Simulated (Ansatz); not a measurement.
SiNi: several calculations on one system

Part 1: Relaxation

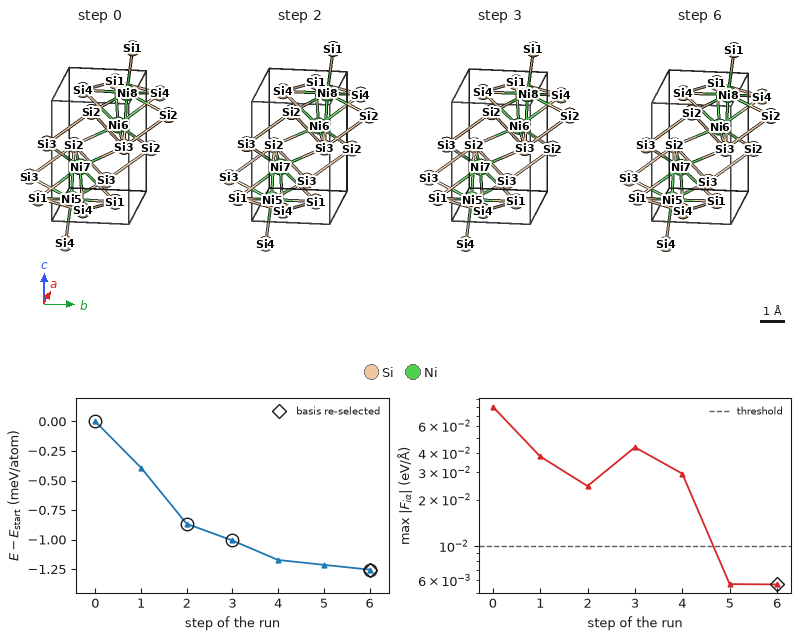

Frames of a relaxation of crystalline SiNi (set up in Pnma), marked on the history of the run. A ball-and-stick model of the cell of the calculation, seen from a free direction.

Case: volume × 0.91, shape and atoms relaxed.

These are results of DFT PBEsol, scalar-relativistic, plane waves, PAW (Ansatz 0.2.0), not measurements. Set-up: plane-wave cutoff 420 eV; k-point mesh 8 × 10 × 6; occupations gaussian; smearing width 0.1 eV; no spin polarisation; cell relaxed at fixed volume; force threshold 0.01 eV/Å; at most 30 steps.

What happens along the run?

Over 5 accepted moves (6 points after the start) the energy falls by 1.3 meV per atom. Largest force component: 0.08 eV/Å at the start, 0.0056 eV/Å at the end. Pressure: 21.67 GPa at the start and 20.16 GPa at the end. At 1 point the geometry stayed and the basis and grid were re-selected for the new cell (energy shift of less than 0.05 meV per atom at most each time). The largest moves relative to the cell, 0.043 Å, are those of Si1, Si2, Si3 and Si4. Si3 goes along [1 0 −3]. Largest moves by element: Si 0.043 Å, Ni 0.019 Å. The drawn cell changes at constant volume: a 4.922 → 4.893 Å (−0.6 %), b 3.291 → 3.375 Å (+2.5 %), c 5.304 → 5.204 Å (−1.9 %). Near-neighbour distances that change, for instance: Si1–Si4 2.571 → 2.597 Å, Si1–Ni8 2.209 → 2.223 Å, Si1–Ni5 2.307 → 2.318 Å. Bond angles that change, for instance: Si1–Ni7–Si1 95.0° → 98.0°, Si1–Ni7–Si3 82.2° → 79.5°, Si3–Ni7–Si3 91.0° → 93.4°. The space group stays Pnma (No. 62). Cost: 3.8 min on 2 threads of Intel(R) Xeon(R) Processor @ 2.50GHz (Skylake/Cascade Lake), on a shared host, peak memory 0.7 GiB. From step 0 to 2: Si atoms move most (0.02 Å), energy −0.9 meV per atom. From step 2 to 3: energy −0.1 meV per atom. From step 3 to 6: Si atoms move most (0.02 Å), energy −0.2 meV per atom.

Limits of the set-up: an element that often carries a moment was run without spin polarisation.

Part 2: Relaxation

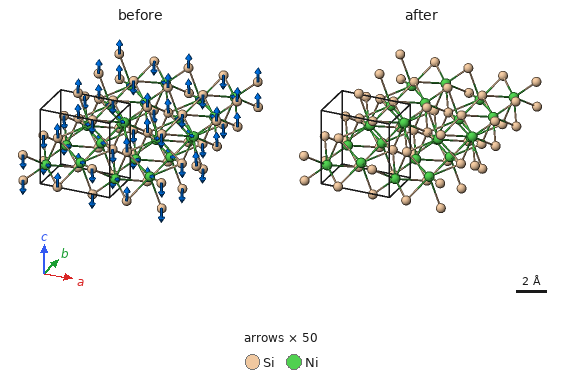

The structure of crystalline SiNi (set up in Pnma) before (left) and after (right) a relaxation, at one scale. The blue arrows give the displacements (the part carried along by the change of the cell is left out), 50 times their true length.

Style: ball-and-stick. Shown: the cell of the calculation, repeated 2 × 3 × 1 with one cell outlined, from a free direction.

Method: DFT PBEsol, scalar-relativistic, plane waves, PAW (Ansatz 0.2.0).

The input:
```yaml
crystal:
  lattice:
    - [5.1731, 0.0, 0.0]
    - [0.0, 3.3381, 0.0]
    - [0.0, 0.0, 5.6049]
  atoms:
    - { symbol: Si, position: [0.32128, 0.75, 0.0825] }
    - { symbol: Si, position: [0.17872, 0.25, 0.5825] }
    - { symbol: Si, position: [0.82128, 0.75, 0.4175] }
    - { symbol: Si, position: [0.67872, 0.25, 0.9175] }
    - { symbol: Ni, position: [0.00779, 0.25, 0.18752] }
    - { symbol: Ni, position: [0.49221, 0.75, 0.68752] }
    - { symbol: Ni, position: [0.50779, 0.25, 0.31248] }
    - { symbol: Ni, position: [0.99221, 0.75, 0.81248] }
basis:
  ecutwfc: 420
kpoints:
  mp_grid: { grid: [8, 10, 6] }
hamiltonian:
  xc: pbesol
scf:
  occupations: { method: gaussian, width: 0.1 }
output:
  forces: true
  stress: true
  eigenvalues: true
relax:
  adjacent_minimum: "off"
  f_tol: 0.005
  max_steps: 80
  cell: { stress_tol: 0.05 }
```

Run as
```bash
ansatz run input.yaml --threads 2 --pin off --max-ram 5120MiB --backend cpu --events-out ev --progress --plain --runs-dir out
```

Question: Summarise the run.

Answer: The energy falls by 38.5 meV per cell of the calculation in 4 accepted moves (5 points after the start). Largest force component: 0.058 eV/Å at the start, 0.0033 eV/Å at the end. The pressure goes from −4.31 to 0.01 GPa. The SCF was repeated once at an unchanged geometry on a basis and grid sized afresh for the cell, which shifted the energy by 0.7 meV per cell of the calculation at most. The largest moves relative to the cell, 0.022 Å, are those of Si1, Si2, Si3 and Si4. Si2 goes along +c. By element the largest moves are Si 0.022 Å, Ni 0.008 Å. Cell: a 5.173 → 5.088 Å (−1.6 %), b 3.338 → 3.358 Å (+0.6 %), c 5.605 → 5.528 Å (−1.4 %). Volume −2.4 %. Some distances before and after: Si1–Ni5 2.400 → 2.377 Å, Si1–Ni7 2.319 → 2.301 Å, Si1–Ni6 2.384 → 2.369 Å, Si1–Ni8 2.278 → 2.264 Å. The space group stays Pnma (No. 62). Cost: 3.5 min on 2 threads of Intel(R) Xeon(R) Processor @ 2.50GHz (Skylake/Cascade Lake) (shared host), peak memory 0.73 GiB.

Limits of the set-up: an element that often carries a moment was run without spin polarisation.

Part 3: A change

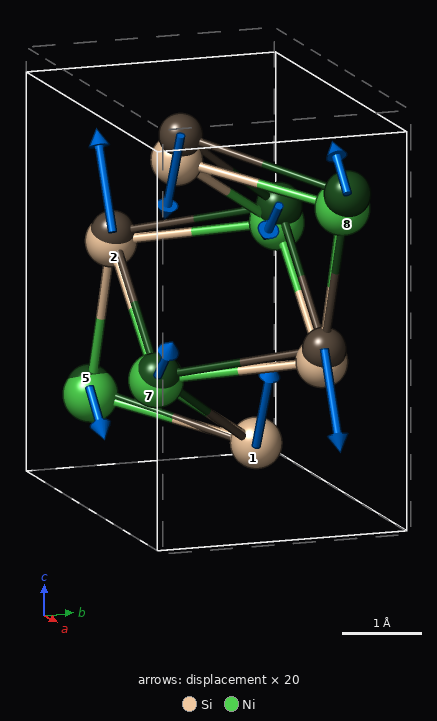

Solid SiNi (set up in Pnma), drawn pale, and a changed version of it, drawn solid. The blue arrows show how the atoms are displaced (without the part that the change of the cell carries along), magnified 20 times. A ball-and-stick model of the cell of the calculation, seen slightly off an axis.

All numbers below come from DFT PBEsol, scalar-relativistic, plane waves, PAW (Ansatz 0.2.0). Settings: plane-wave cutoff 420 eV; k-point mesh 8 × 10 × 6; occupations gaussian; smearing width 0.1 eV; no spin polarisation.

Question: What was done to the structure, and with what result?

Answer: The volume is changed by −9.0 %. The cell's shape and the atoms are relaxed at that volume. Energy change: +63.8 meV per atom. Pressure: 0.0 GPa before, 20.2 GPa after. Cell: a 5.088 → 4.893 Å (−3.8 %), b 3.358 → 3.375 Å (+0.5 %), c 5.528 → 5.204 Å (−5.9 %). Volume −9.0 %. The largest moves relative to the cell, 0.069 Å, are those of Si atoms. Largest moves by element: Si 0.069 Å, Ni 0.041 Å. Near-neighbour distances before and after: Ni–Si 2.374 → 2.300 to 2.318 Å, Ni–Si 2.301 → 2.235 Å, Ni–Si 2.264 → 2.223 Å. The space group stays Pnma (No. 62).

Limits of the set-up: an element that often carries a moment was run without spin polarisation.
